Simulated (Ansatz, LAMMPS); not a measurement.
# Glassy 67P2O5-20BaO-13Al2O3 (mol %) (86 atoms): a short ab initio trajectory

Wanted: a short trajectory of glassy 67P2O5-20BaO-13Al2O3 (mol %) (86 atoms) with its pair distributions.

Method: Kohn-Sham DFT, LDA, PAW (set soft_2), plane waves, in Ansatz 0.2.0.

## 1. The starting structure

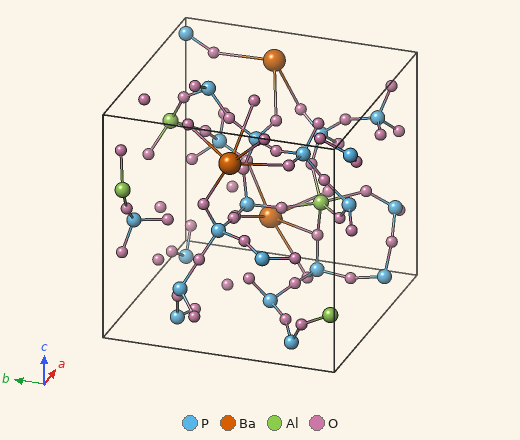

The starting structure, seen from a free direction (phosphorus blue, barium orange, aluminium green, oxygen pink). Bonds to atoms that aren't drawn are left out. Some periodic images of atoms are drawn too.

The cell holds 86 atoms: 20 P, 3 Ba, 4 Al and 59 O. Cell: a = 10.771 Å, b = 10.771 Å, c = 10.771 Å, α = 90.0°, β = 90.0°, γ = 90.0°. 86 atoms (20 P, 3 Ba, 4 Al, 59 O) placed at random at 2.81 g/cm³, melted at 4000 K for 10 ps at fixed volume with the Morse and Coulomb pair potential with partial charges (Pedone, Malavasi, Menziani, Cormack and Segre, J. Phys. Chem. B 110, 11780 (2006)). Quenched from 4000 K to 300 K at 20 K/ps and fixed volume, held 10 ps at zero pressure, then minimised at fixed cell.

Before any run, some limits are plain. The quench rate of 20 K/ps far exceeds what a furnace or splat quench reaches, so expect more defects and frozen-in strain than in a real sample. The starting topology of bonds comes from the classical model. Only the Γ point is sampled, in a cell whose shortest periodic width is 11 Å. The levels lack spin–orbit coupling, which is large for the heavy elements here.

## 2. Dynamics at 400 K

A Nosé–Hoover thermostat steers the temperature while disturbing the dynamics little. The time step is 1.0 fs.

input.yaml reads:

```yaml
crystal:
  lattice:
    - [10.77141, 0.0, 0.0]
    - [0.0, 10.77141, 0.0]
    - [0.0, 0.0, 10.77141]
  atoms:
    - { symbol: P, position: [0.07407, 0.69339, 0.23456] }
    - { symbol: P, position: [0.81905, 0.10532, 0.76899] }
    - { symbol: P, position: [0.21983, 0.94507, 0.4411] }
    - { symbol: P, position: [0.12817, 0.23153, 0.04379] }
    [... 76 atom lines left out ...]
    - { symbol: O, position: [0.96756, 0.96625, 0.08606] }
    - { symbol: O, position: [0.82074, 0.24487, 0.73894] }
    - { symbol: O, position: [0.99913, 0.60518, 0.15645] }
    - { symbol: O, position: [0.69196, 0.0471, 0.75751] }
    - { symbol: O, position: [0.1588, 0.62217, 0.58902] }
    - { symbol: O, position: [0.90844, 0.04531, 0.67938] }
kpoints:
  mp_grid: { grid: [1, 1, 1] }
hamiltonian:
  xc: lda
scf:
  occupations: { method: fixed }
output:
  forces: true
md:
  timestep: 1.0
  n_steps: 249
  ensemble: nvt_nose_hoover
  temperature: 400
  initial_velocities: maxwell_boltzmann
  seed: 1281
```

Run with:

```sh
$ ansatz run input.yaml --threads 4 --pin off --max-ram 8192MiB --backend cpu --events-out ev --progress --plain --runs-dir out
```

Run time: 20 min. Hardware: 4 threads of Arm Neoverse V2, shared host; peak memory 1.3 GiB; 77 min of CPU time.

The program notes that it switched symmetry off.

The trajectory, sampled:

| time (fs) | T (K) | potential (meV/atom) | conserved (meV/atom) |
| --- | --- | --- | --- |
| 0.0 | 400 | 0.0 | 0.00 |
| 17.0 | 562 | -21.0 | -0.06 |
| 33.0 | 414 | -2.6 | 0.03 |
| 50.0 | 591 | -26.9 | -0.04 |
| 66.0 | 636 | -36.1 | -0.05 |
| 83.0 | 591 | -35.5 | -0.02 |
| 100.0 | 513 | -30.9 | -0.02 |
| 116.0 | 571 | -41.6 | -0.07 |
| 133.0 | 465 | -31.0 | -0.02 |
| 149.0 | 503 | -38.5 | -0.04 |
| 166.0 | 449 | -34.2 | -0.05 |
| 183.0 | 426 | -33.8 | -0.05 |
| 199.0 | 441 | -38.1 | -0.05 |
| 216.0 | 433 | -39.7 | -0.06 |
| 232.0 | 429 | -41.5 | -0.06 |
| 249.0 | 405 | -40.7 | -0.06 |

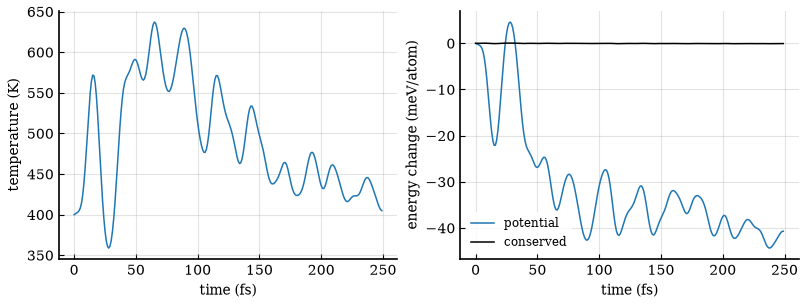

Temperature and energies against time.

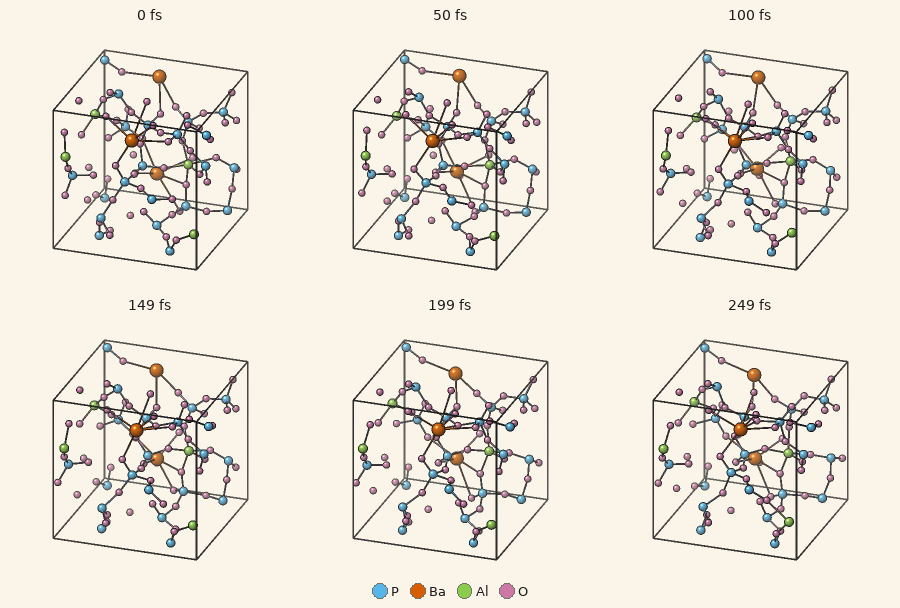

6 frames of the run. Bonds to atoms that aren't drawn are left out.

Mean square displacement from the first frame to the last: P 0.16 Å², Ba 0.45 Å², Al 0.079 Å², O 0.40 Å².

The mean square displacement by time lag:

| time lag (fs) | Al (Å²) | Ba (Å²) | O (Å²) | P (Å²) |
| --- | --- | --- | --- | --- |
| 20 | 0.0154 | 0.00613 | 0.0215 | 0.0108 |
| 40 | 0.0314 | 0.0246 | 0.0581 | 0.0227 |
| 60 | 0.0438 | 0.0549 | 0.102 | 0.0383 |
| 80 | 0.0560 | 0.0951 | 0.153 | 0.0606 |
| 100 | 0.0626 | 0.143 | 0.202 | 0.0817 |
| 120 | 0.0682 | 0.197 | 0.250 | 0.104 |

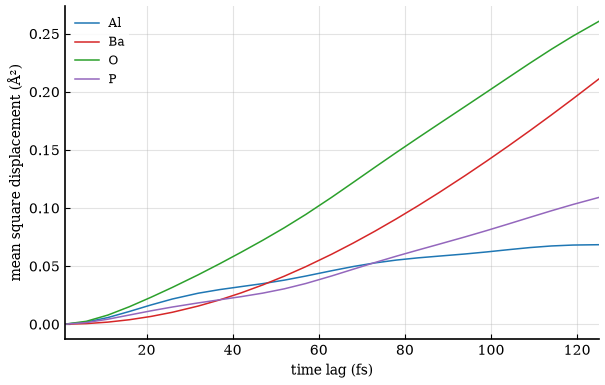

Mean square displacement against time lag.

Over the second half of 249 fs the temperature averages 454 K, falling from about 496 to 426 K (means over the first and last quarter of that half). The conserved energy stays within 0.08 meV/atom. From first frame to last Ba has the largest mean square displacement, 0.45 Å² at the end; the farthest move is 1.30 Å. The count of bonds goes from 115 in the first frame to 115 in the last, by one set of cutoffs: 2 pairs passed out of them and 2 came within. The run spans 0.25 ps, too short for its means to be equilibrium values.

## 3. Local order late in the run

The g(r) is a mean over the second half; what follows it is taken at the last frame.

Density 2.77 g/cm³, 14.53 Å³ an atom.

Mean of 14 frames. Pair distribution functions g(r), in bins of 0.2 Å:

| r (Å) | total | O-O | O-P | O-Al | O-Ba | P-P | P-Al |
| --- | --- | --- | --- | --- | --- | --- | --- |
| 1.40 | 1.50 | 0.00 | 4.68 | 0.00 | 0.00 | 0.00 | 0.00 |
| 1.60 | 2.97 | 0.00 | 8.98 | 1.64 | 0.00 | 0.00 | 0.00 |
| 1.80 | 0.71 | 0.00 | 0.45 | 8.79 | 0.00 | 0.00 | 0.00 |
| 2.00 | 0.06 | 0.00 | 0.00 | 0.90 | 0.00 | 0.00 | 0.00 |
| 2.20 | 0.01 | 0.01 | 0.00 | 0.09 | 0.00 | 0.00 | 0.00 |
| 2.40 | 1.33 | 2.62 | 0.00 | 0.16 | 1.76 | 0.00 | 0.00 |
| 2.60 | 1.83 | 3.53 | 0.00 | 0.29 | 3.29 | 0.02 | 0.00 |
| 2.80 | 0.71 | 1.00 | 0.21 | 0.04 | 1.32 | 2.04 | 0.00 |
| 3.00 | 0.75 | 0.65 | 0.38 | 0.39 | 0.72 | 3.20 | 4.45 |
| 3.20 | 0.74 | 0.57 | 0.86 | 0.56 | 0.17 | 0.70 | 5.54 |
| 3.40 | 0.78 | 0.63 | 1.18 | 0.81 | 0.40 | 0.00 | 0.79 |
| 3.60 | 0.95 | 0.72 | 1.42 | 1.17 | 0.41 | 0.22 | 0.07 |
| 3.80 | 1.08 | 0.85 | 1.42 | 1.67 | 0.57 | 0.43 | 0.33 |
| 4.00 | 1.21 | 0.78 | 1.68 | 2.71 | 0.92 | 0.61 | 1.22 |
| 4.20 | 1.04 | 0.87 | 1.09 | 2.07 | 1.04 | 0.79 | 1.94 |
| 4.40 | 1.00 | 1.10 | 0.74 | 1.08 | 1.30 | 1.33 | 1.35 |
| 4.60 | 1.10 | 1.39 | 0.72 | 0.68 | 1.18 | 1.22 | 1.02 |
| 4.80 | 1.14 | 1.38 | 0.89 | 0.56 | 1.11 | 1.32 | 1.22 |
| 5.00 | 1.04 | 1.20 | 0.85 | 0.51 | 1.51 | 1.17 | 0.96 |
| 5.20 | 0.91 | 0.87 | 0.92 | 0.61 | 1.09 | 1.34 | 1.10 |

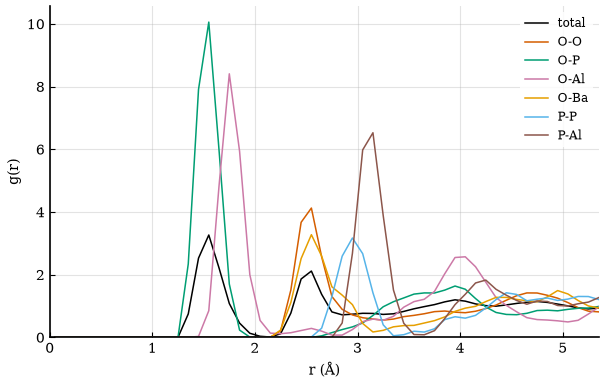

Pair distribution functions, lightly smoothed.

Bonds by pair of elements; cutoffs follow the first minimum of g(r), held within bounds set by covalent radii, and pairs that aren't listed don't count as bonded:

| pair A-B | cutoff (Å) | bonds | mean length (Å) | spread (Å) | shortest (Å) | B about A | A about B |
| --- | --- | --- | --- | --- | --- | --- | --- |
| O-P | 2.11 | 80 | 1.55 | 0.073 | 1.42 | 1.36 | 4 |
| O-Al | 2.23 | 18 | 1.83 | 0.134 | 1.63 | 0.305 | 4.5 |
| O-Ba | 3.29 | 17 | 2.66 | 0.176 | 2.34 | 0.288 | 5.67 |

How many atoms have how many bonded neighbours:

| element | mean | 1 | 2 | 3 | 4 | 5 | 6 |
| --- | --- | --- | --- | --- | --- | --- | --- |
| Al | 4.5 | 0 | 0 | 0 | 2 | 2 | 0 |
| Ba | 5.67 | 0 | 0 | 0 | 0 | 1 | 2 |
| O | 1.95 | 6 | 50 | 3 | 0 | 0 | 0 |
| P | 4 | 0 | 0 | 0 | 20 | 0 | 0 |

Bond angles, per cent of each kind in bins of 5°:

| angle (°) | O-P-O | O-Ba-O | O-Al-O | P-O-P | Al-O-P |
| --- | --- | --- | --- | --- | --- |
| 50–55 | 0.0 | 2.5 | 0.0 | 0.0 | 0.0 |
| 55–60 | 0.0 | 5.0 | 0.0 | 0.0 | 0.0 |
| 60–65 | 0.0 | 0.0 | 0.0 | 0.0 | 0.0 |
| 65–70 | 0.0 | 12.5 | 0.0 | 0.0 | 0.0 |
| 70–75 | 0.0 | 5.0 | 0.0 | 0.0 | 0.0 |
| 75–80 | 0.0 | 7.5 | 0.0 | 0.0 | 0.0 |
| 80–85 | 0.0 | 7.5 | 6.2 | 0.0 | 0.0 |
| 85–90 | 0.0 | 5.0 | 18.8 | 0.0 | 0.0 |
| 90–95 | 1.7 | 2.5 | 9.4 | 0.0 | 0.0 |
| 95–100 | 8.3 | 2.5 | 9.4 | 0.0 | 0.0 |
| 100–105 | 22.5 | 7.5 | 6.2 | 0.0 | 0.0 |
| 105–110 | 25.0 | 5.0 | 6.2 | 0.0 | 0.0 |
| 110–115 | 20.8 | 7.5 | 12.5 | 0.0 | 0.0 |
| 115–120 | 13.3 | 5.0 | 9.4 | 9.5 | 0.0 |
| 120–125 | 5.8 | 2.5 | 9.4 | 9.5 | 0.0 |
| 125–130 | 2.5 | 5.0 | 0.0 | 19.0 | 5.6 |
| 130–135 | 0.0 | 2.5 | 0.0 | 4.8 | 11.1 |
| 135–140 | 0.0 | 2.5 | 3.1 | 9.5 | 5.6 |
| 140–145 | 0.0 | 2.5 | 0.0 | 28.6 | 11.1 |
| 145–150 | 0.0 | 5.0 | 3.1 | 19.0 | 22.2 |
| 150–155 | 0.0 | 2.5 | 3.1 | 0.0 | 33.3 |
| 155–160 | 0.0 | 2.5 | 0.0 | 0.0 | 5.6 |
| 160–165 | 0.0 | 0.0 | 3.1 | 0.0 | 0.0 |
| 165–170 | 0.0 | 0.0 | 0.0 | 0.0 | 5.6 |

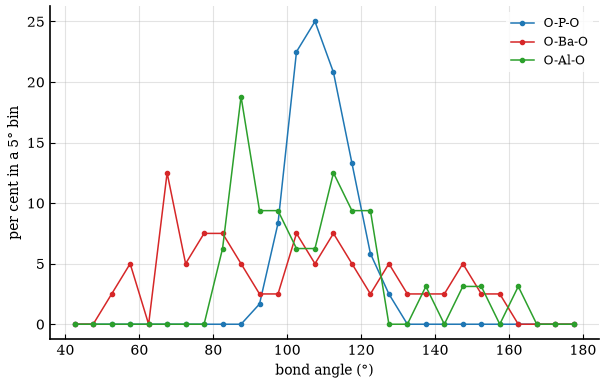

Distributions of the most common bond angles.

Bond angles (no mean is given where the spread exceeds 20°):

| angle | count | mean (°) | spread (°) |
| --- | --- | --- | --- |
| O-P-O | 120 | 109 | 7.2 |
| O-Ba-O | 40 | - | - |
| O-Al-O | 32 | - | - |
| P-O-P | 21 | 136 | 10 |
| Al-O-P | 18 | 147 | 9.6 |

Oxygen atoms by the number of network formers (Si, P, Ge, B, Al, As, Ga) bound to them:

| network formers bound to O | O atoms | per cent |
| --- | --- | --- |
| 0 | 0 | 0 |
| 1 | 20 | 33.9 |
| 2 | 39 | 66.1 |

Network units: each former by its oxygen neighbours and how many of them bridge to another former:

| former | O neighbours | bridging O | atoms |
| --- | --- | --- | --- |
| P | 4 | 2 | 3 |
| P | 4 | 3 | 14 |
| P | 4 | 4 | 3 |
| Al | 4 | 4 | 2 |
| Al | 5 | 5 | 2 |

Bond length by coordination (bonds to H left out):

| element | coordination | atoms | mean bond length (Å) |
| --- | --- | --- | --- |
| Al | 4 | 2 | 1.76 |
| Al | 5 | 2 | 1.88 |
| Ba | 5 | 1 | 2.62 |
| Ba | 6 | 2 | 2.67 |
| O | 1 | 6 | 1.46 |
| O | 2 | 50 | 1.74 |
| O | 3 | 3 | 2.12 |

Rings of the network by King's shortest-path rule, up to 12 atoms, one path for each pair of neighbours; H, halogens, alkali and alkaline-earth atoms are left out, and the last column divides by all other atoms, bonded or not:

| ring size (atoms) | rings | per network atom |
| --- | --- | --- |
| 8 | 3 | 0.036 |
| 10 | 5 | 0.06 |
| 12 | 4 | 0.048 |

First main peaks of g(r), for some of the pairs, lie near 2.5 Å (O-O), 1.5 Å (O-P), 1.8 Å (O-Al), 2.6 Å (O-Ba), 2.9 Å (P-P) and 3.1 Å (P-Al). By these cutoffs 50 % of Al atoms have 4 and as many 5, 67 % of Ba atoms have 6, 85 % of O atoms have 2 and all P atoms have 4 bonded neighbours. The O-P-O angle averages 109° with a spread of 7°. 66 % of the oxygens bridge two formers (P and Al) and 34 % are non-bridging. The commonest P unit has 4 oxygens, 3 of them shared with other formers (14 of 20 atoms). Rings of 10 atoms are the most common (42 % of those counted); sizes run from 8 to 12, where the search stops.

## 4. Single point at the last frame

The last frame is solved again with fuller output, to read the electronic structure of a thermally displaced geometry.

input.yaml reads:

```yaml
crystal:
  lattice:
    - [10.77141, 0.0, 0.0]
    - [0.0, 10.77141, 0.0]
    - [0.0, 0.0, 10.77141]
  atoms:
    - { symbol: P, position: [0.08546, 0.68258, 0.24114] }
    - { symbol: P, position: [0.83234, 0.10315, 0.77962] }
    - { symbol: P, position: [0.23482, 0.97421, 0.43776] }
    - { symbol: P, position: [0.15329, 0.20641, 0.01795] }
    [... 76 atom lines left out ...]
    - { symbol: O, position: [0.95931, 0.95943, 0.10982] }
    - { symbol: O, position: [0.84315, 0.24795, 0.7828] }
    - { symbol: O, position: [0.98488, 0.60997, 0.18117] }
    - { symbol: O, position: [0.70393, 0.05395, 0.76828] }
    - { symbol: O, position: [0.18339, 0.59863, 0.57585] }
    - { symbol: O, position: [0.923, 0.05125, 0.69166] }
kpoints:
  mp_grid: { grid: [1, 1, 1] }
hamiltonian:
  xc: lda
scf:
  occupations: { method: fixed }
output:
  forces: true
  stress: true
  populations: intrinsic
  dos:
    method: { smearing: { sigma: 0.15 } }
    de: 0.1
    projected: { site_lists: { Al: [Al], Ba: [Ba], O: [O], P: [P] } }
  eigenvalues: true
  write_density: true
  write_potential: true
  volumetric_format: npy
```

The job ended after 19 s (4 threads; peak memory 1.4 GiB).

Read from the output:

```yaml
free_energy: -66716.0968 eV
free_energy_per_atom: -775.7686 eV/atom
scf_cycles: 10
pressure: -0.8117 GPa
r_m_s_force_component: 1.064 eV/Å
longest_force: 5.124 eV/Å
fermi_energy: 3.263 eV
spacing_of_highest_filled_and_lowest_empty_level: 3.549 eV
```

(Part 1 of 2 ends here.)

[Logs are printed without paths, hosts, clocks, repeated set-up lines and the standing remarks that a program may print on its own settings, such as how far it seeks lower states.]

[Hosts, paths, dates, database ids (printed as entryN), source tags and the programs' standing remarks are cut or masked in the printed files.]
